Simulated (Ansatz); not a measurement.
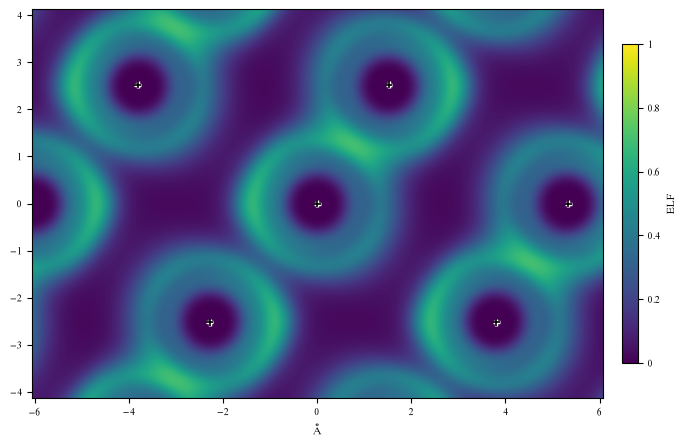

The ELF on a plane through atoms (crosses mark nuclei in the plane).

All numbers below come from Kohn-Sham DFT of a periodic cell, HSE06, Ansatz PAW in Ansatz 0.2.0.

Candidates:
A. HfC, a = 4.56 Å, b = 4.56 Å, c = 4.56 Å, α = 90.00°, β = 90.00°, γ = 90.00°. Space group Fm-3m; computed pressure about 15 GPa in this cell.
B. Sb, a = 4.37 Å, b = 4.37 Å, c = 11.42 Å, α = 90.00°, β = 90.00°, γ = 120.00°. Space group R-3m; not relaxed (largest force 0.5 eV/Å).
C. Hf, a = 4.35 Å, b = 4.35 Å, c = 4.35 Å, α = 90.00°, β = 90.00°, γ = 90.00°. Space group Fm-3m; computed pressure about 13 GPa in this cell.

Question: Which candidate gave the map?

Answer: Candidate B: Sb on the (110) plane of the conventional cell, which holds Sb. Sb–Sb (2.95 Å): the ELF peaks at about 0.70 between the atoms.
